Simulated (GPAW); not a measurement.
## Se K-edge XANES of zinc-blende (ZnSe)₁₋ₓ(CdSe)ₓ at x = 0

What does the Se K edge look like in zinc-blende (ZnSe)₁₋ₓ(CdSe)ₓ at x = 0?

Method: X-ray absorption from dipole matrix elements to empty bands, plane-wave PAW LDA, in GPAW 26.7.0.

## Step 1: Set-up

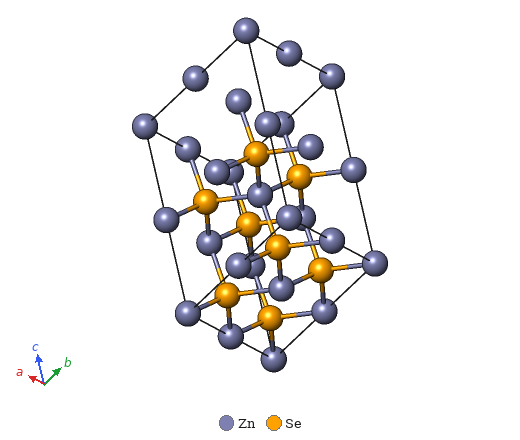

The starting structure, seen from a free direction (zinc blue, selenium orange). Bonds to atoms that aren't drawn are left out. Some periodic images of atoms are drawn too.

As a file:

```cif
data_structure
_symmetry_space_group_name_H-M 'F-43m'
_symmetry_Int_Tables_number 216
_cell_length_a 5.6680
_cell_length_b 5.6680
_cell_length_c 5.6680
_cell_angle_alpha 90.000
_cell_angle_beta 90.000
_cell_angle_gamma 90.000
_cell_volume 182.09
loop_
_atom_site_label
_atom_site_type_symbol
_atom_site_symmetry_multiplicity
_atom_site_Wyckoff_symbol
_atom_site_fract_x
_atom_site_fract_y
_atom_site_fract_z
_atom_site_occupancy
Zn1 Zn 4 a 0.00000 0.00000 0.00000 1
Se1 Se 4 c 0.25000 0.75000 0.75000 1
```

## Step 2: Ground state of the crystal

The ground state comes first: it tells whether the system has a gap, which decides how the excited electron is treated.

scf.py

```python
import numpy as np
from ase import Atoms
from ase.parallel import parprint, paropen
from gpaw import GPAW, PW, FermiDirac, Mixer, MixerDif, setup_paths
from gpaw.test import gen
setup_paths.insert(0, '.')
gen('Se', name='nch1s', xcname='LDA', corehole=(1, 0, 0), write_xml=True)
from gpaw.mpi import world
world.barrier()

atoms = Atoms('ZnSeZnSeZnSeZnSeZnSeZnSeZnSeZnSe',
    cell=[[0, 5.668, 5.668],
     [5.668, 0, 5.668],
     [5.668, 5.668, 0]],
    scaled_positions=[[0, 0, 0],
     [0.125, 0.125, 0.125],
     [0, 0, 0.5],
     [0.125, 0.125, 0.625],
     [0, 0.5, 0],
     [0.125, 0.625, 0.125],
     [0, 0.5, 0.5],
     [0.125, 0.625, 0.625],
     [0.5, 0, 0],
     [0.625, 0.125, 0.125],
     [0.5, 0, 0.5],
     [0.625, 0.125, 0.625],
     [0.5, 0.5, 1],
     [0.625, 0.625, 0.125],
     [0.5, 0.5, 0.5],
     [0.625, 0.625, 0.625]],
    pbc=True)
atoms.calc = calc = GPAW(legacy_gpaw=True, mode=PW(400, force_complex_dtype=True), xc='LDA', setups={1: 'nch1s'},
    kpts={'size': (4, 4, 4), 'gamma': True}, occupations=FermiDirac(0.05),
    charge=0, mixer=Mixer(0.1, 5, 50), maxiter=150,
    convergence={'density': 0.0001, 'eigenstates': 1e-6}, txt='scf.txt')
energy = atoms.get_potential_energy() + calc.get_reference_energy()
ef = calc.get_fermi_level()
out = dict(energy=energy, fermi=ef, forces=atoms.get_forces().tolist())
parprint(f'all-electron energy {energy:.4f} eV, Fermi level {ef:.4f} eV')
ev = np.array([[calc.get_eigenvalues(k, s) for k in range(len(calc.get_ibz_k_points()))] for s in range(calc.get_number_of_spins())])
out['homo'], out['lumo'], out['counts'] = ev[ev < ef].max(), ev[ev > ef].min(), sorted(set((ev < ef).sum((0, 2)).tolist()))
out['filled'] = (ev[:, 0] < ef).sum(1).tolist()
import json
with paropen('out.json', 'w') as f:
    json.dump(out, f)
```

Run with:

```sh
OMP_NUM_THREADS=1 mpirun -n 4 gpaw python scf.py
```

Numbers of over 12 decimals in the logs are rounded to 6 here.

The log of the run:

```text
Input parameters:
  convergence: {density: 0.0001,
                eigenstates: 1e-06}
  kpts: {gamma: True,
         size: (4, 4, 4)}
  maxiter: 150
  mixer: {backend: pulay,
          beta: 0.1,
          method: separate,
          nmaxold: 5,
          weight: 50}
  mode: {ecut: 400.0,
         force_complex_dtype: True,
         name: pw}
  occupations: {fixmagmom: False,
                name: fermi-dirac,
                width: 0.05}
  setups: {1: nch1s}

Initialize ...

[... PAW data sets ...]

Reference energy: -918440.602748  # eV

Spin-paired calculation

[... convergence settings ...]
Symmetries present (total): 6
  [... symmetry matrices ...]

64 k-points: 4 x 4 x 4 Monkhorst-Pack grid + [1/8,1/8,1/8]
13 k-points in the irreducible part of the Brillouin zone
       k-points in crystal coordinates                weights
   0:     0.00000000    0.00000000    0.00000000          1/64
   1:     0.25000000    0.00000000   -0.25000000          6/64
   2:     0.25000000    0.00000000    0.00000000          6/64
   3:     0.25000000    0.25000000   -0.25000000          6/64
   4:     0.25000000    0.25000000    0.00000000          6/64
   5:     0.25000000    0.25000000    0.25000000          2/64
   6:     0.50000000    0.00000000    0.00000000          3/64
   7:     0.50000000    0.25000000   -0.25000000          6/64
   8:     0.50000000    0.25000000    0.00000000         12/64
   9:     0.50000000    0.25000000    0.25000000          6/64
          ...
  12:     0.50000000    0.50000000    0.50000000          1/64

Wave functions: Plane wave expansion
  Cutoff energy: 400.000 eV
  Number of coefficients (min, max): 6586, 6652
  Pulay-stress correction: 0.000000 eV/Ang^3 (de/decut=0.000000)
  Using FFTW library
  Wavefunction extrapolation:
    Improved wavefunction reuse through dual PAW basis

Occupation numbers: Fermi-Dirac:
  width: 0.0500  # eV

Eigensolver
   Davidson(niter=2)

Densities:
  Coarse grid: 40*40*40 grid
  Fine grid: 80*80*80 grid
  Total Charge: 0.000000

Density mixing:
  Method: separate
  Backend: pulay
  Linear mixing parameter: 0.1
  old densities: 5
  Width of damping distribution: 1.1
  Damping of long wavelength oscillations: 50

[... Hamiltonian set-up ...]
Number of atoms: 16
Number of atomic orbitals: 104
Number of bands in calculation: 91
Number of valence electrons: 144
Bands to converge: occupied

... initialized

Initializing position-dependent things.

Density initialized from atomic densities
Creating initial wave functions:
  91 bands from LCAO basis set

                             Se
                                  Zn
                    Se   Zn
                      Se

             Se             Se
                  Zn
                   Se
         Zn            Zn
                    Se
            SeZn
                Zn

       Zn

Atomic positions and initial magnetic moments

Positions:
   0 Zn     0.000000    0.000000    0.000000    ( 0.0000,  0.0000,  0.0000)
   1 Se     1.417000    1.417000    1.417000    ( 0.0000,  0.0000,  0.0000)
   2 Zn     2.834000    2.834000    0.000000    ( 0.0000,  0.0000,  0.0000)
   3 Se     4.251000    4.251000    1.417000    ( 0.0000,  0.0000,  0.0000)
   4 Zn     2.834000    0.000000    2.834000    ( 0.0000,  0.0000,  0.0000)
   5 Se     4.251000    1.417000    4.251000    ( 0.0000,  0.0000,  0.0000)
   6 Zn     5.668000    2.834000    2.834000    ( 0.0000,  0.0000,  0.0000)
[...]
13 Se     4.251000    4.251000    7.085000    ( 0.0000,  0.0000,  0.0000)
  14 Zn     5.668000    5.668000    5.668000    ( 0.0000,  0.0000,  0.0000)
  15 Se     7.085000    7.085000    7.085000    ( 0.0000,  0.0000,  0.0000)

Unit cell:
           periodic     x           y           z      points  spacing
  1. axis:    yes    0.000000    5.668000    5.668000    40     0.1636
  2. axis:    yes    5.668000    0.000000    5.668000    40     0.1636
  3. axis:    yes    5.668000    5.668000    0.000000    40     0.1636

  Lengths:   8.015762   8.015762   8.015762
  Angles:   60.000000  60.000000  60.000000

Effective grid spacing dv^(1/3) = 0.1785

iter:   1   -60.009376
iter:   2   -60.193870   -0.29  -1.25
iter:   3   -59.194792   -1.27  -1.31
iter:   4   -59.284450   -1.76  -1.59
iter:   5   -59.209622   -2.06  -1.72
iter:   6   -59.181581   -3.04  -2.16
iter:   7   -59.150560c  -2.60  -2.57
iter:   8   -59.147111c  -3.66  -2.67
iter:   9   -59.147572c  -3.63  -2.94
iter:  10   -59.145552c  -4.28  -3.05
iter:  11   -59.145557c  -5.13  -3.94
iter:  12   -59.145555c  -5.98  -4.11c
iter:  13   -59.145552c  -6.87c -4.69c

Converged after 13 iterations.

Dipole moment: (-28.955332, -28.955332, -28.955332) |e|*Ang

Energy contributions relative to reference atoms: (reference = -918440.602748)

Kinetic:        +83.074716
Potential:      -70.813645
External:        +0.000000
XC:             -70.798787
Entropy (-ST):   -0.000002
Local:           -0.607835
SIC:             +0.000000
--------------------------
Free energy:    -59.145553
Extrapolated:   -59.145552

Showing only first 2 kpts
 Kpt  Band  Eigenvalues  Occupancy
  0    70      3.54960    1.99997
  0    71      3.54960    1.99997
  0    72      4.59395    0.00012
  0    73      5.91007    0.00000

  1    70      2.64741    2.00000
  1    71      3.34512    2.00000
  1    72      6.45562    0.00000
  1    73      6.81953    0.00000

Fermi level: 4.10610

Gap: 1.044 eV
Transition (v -> c):
  (s=0, k=0, n=71, [0.00, 0.00, 0.00]) -> (s=0, k=0, n=72, [0.00, 0.00, 0.00])
No difference between direct/indirect transitions

Forces in eV/Ang:
  0 Zn    0.00002    0.00002    0.00002
  1 Se    0.00004    0.00004    0.00004
  2 Zn   -0.00002   -0.00002    0.00001
  3 Se    0.00005    0.00005    0.00014
  4 Zn   -0.00002    0.00001   -0.00002
  5 Se    0.00005    0.00014    0.00005
  6 Zn   -0.00002    0.00000    0.00000
[...]
13 Se    0.00006    0.00006    0.00001
 14 Zn   -0.00002   -0.00002   -0.00002
 15 Se    0.00011    0.00011    0.00011
Scalar-relativistic atomic LDA calculation for Se (Selenium, Z=34)
Core hole in 1s state (1s occupation: 2.0)
600 radial gridpoints.
|------------------------------------------------|
|------------------------------------------------|
[... the atom generator's iteration count ...]

Energy contributions:
-------------------------
Kinetic:    +2473.673807
XC:           -84.568572
Potential:  -4815.191637
-------------------------
Total:      -2426.086403

state      eigenvalue         ekin         rmax
-----------------------------------------------
1s^2.0 :  -458.454063   585.610500        0.029
2s^2.0 :   -58.944272   113.958427        0.165
2p^6.0 :   -51.926385   111.024402        0.132
3s^2.0 :    -7.811225    26.858720        0.503
3p^6.0 :    -5.612216    24.321149        0.500
3d^10.0:    -1.962010    19.216000        0.451
4s^2.0 :    -0.642093     3.714776        1.502
4p^4.0 :    -0.244602     2.288913        1.798
-----------------------------------------------
(units: Bohr and Hartree)

Generating PAW setup
Kinetic energy of the core from tauc = 2487.595922257786
Cutoffs:
rc(s)=1.600
rc(p)=1.900
rc(d)=1.600
rc(vbar)=1.440
rc(comp)=1.600
rc(nct)=1.900

Kinetic energy of the core states: 2457.088603
Charge: 0.0
Core electrons: 28.0
Valence electrons: 6.0
Pseudo-core charge: 1.089569
Shape function alpha=3.906
Pseudo-electron charge 7.390631
state    eigenvalue         norm
--------------------------------
4s(2) :    -0.642093     1.095786
*s    :     0.357907
4p(4) :    -0.244602     1.027373
*p    :     0.755398
*d    :     0.000000
--------------------------------

Diagonalizing with gridspacing h=0.050

state   all-electron     PAW
-------------------------------
4s:      -0.642093    -0.642657
4p:      -0.244602    -0.244988
*d:                    0.040490
*f:                    0.073581
-------------------------------
all-electron energy -918499.7483 eV, Fermi level 4.1061 eV
```

Wall time 57 s (4 MPI ranks of Intel Xeon 6975P-C (Granite Rapids), shared host); peak memory 0.37 GiB; 3.8 min of CPU time.

The mesh shows a gap of 1.04 eV. The excited electron is kept all the same, so that all members of the series, with or without a gap, are treated alike.

## Step 3: Cell without a hole, the energy reference

The photon energy needs a difference of total energies, so the cell and mesh of the coming hole run are first run without a hole.

scf.py: that of step 2 with these lines changed.

```diff
@@ -26,3 +26,3 @@
      [0.625, 0.125, 0.625],
-     [0.5, 0.5, 1],
+     [0.5, 0.5, 0],
      [0.625, 0.625, 0.125],
@@ -32,3 +32,3 @@
 atoms.calc = calc = GPAW(legacy_gpaw=True, mode=PW(400, force_complex_dtype=True), xc='LDA', setups={1: 'nch1s'},
-    kpts={'size': (4, 4, 4), 'gamma': True}, occupations=FermiDirac(0.05),
+    kpts={'size': (3, 3, 3), 'gamma': True}, occupations=FermiDirac(0.02),
     charge=0, mixer=Mixer(0.1, 5, 50), maxiter=150,
```

The log of the run:

```text
Input parameters:
  convergence: {density: 0.0001,
                eigenstates: 1e-06}
  kpts: {gamma: True,
         size: (3, 3, 3)}
  maxiter: 150
  mixer: {backend: pulay,
          beta: 0.1,
          method: separate,
          nmaxold: 5,
          weight: 50}
  mode: {ecut: 400.0,
         force_complex_dtype: True,
         name: pw}
  occupations: {fixmagmom: False,
                name: fermi-dirac,
[...]
4s(2) :    -0.642093     1.095786
*s    :     0.357907
4p(4) :    -0.244602     1.027373
*p    :     0.755398
*d    :     0.000000
--------------------------------

Diagonalizing with gridspacing h=0.050

state   all-electron     PAW
-------------------------------
4s:      -0.642093    -0.642657
4p:      -0.244602    -0.244988
*d:                    0.040490
*f:                    0.073581
-------------------------------
all-electron energy -918499.6965 eV, Fermi level 4.0606 eV
[key lines of the parts left out:]
Converged after 13 iterations.
Dipole moment: (-28.938549, -28.938549, -28.938549) |e|*Ang
Free energy:    -59.093716
Fermi level: 4.06060
```

Wall time 33 s (4 MPI ranks); peak memory 0.28 GiB.

Reference energy: -918499.696 eV with the cores included.

(Continued in part 2 of 2.)

[Banner, clock and machine lines of the logs are left out without a mark of their own.]

[Logs are printed without paths, hosts, clocks, repeated set-up lines and the standing remarks that a program may print on its own settings, such as how far it seeks lower states.]

[Hosts, paths, dates, database ids (printed as entryN), source tags and the programs' standing remarks are cut or masked in the printed files.]

[Lists of maxima count a maximum above −3 eV only where it reaches 4 % of the highest in the window and stands out from its surroundings by 2 % of it (1.5 % where it reaches 55 %); shoulders and weaker maxima are passed over, and of the rest the first, up to two pre-edge ones and the few strongest are named.]
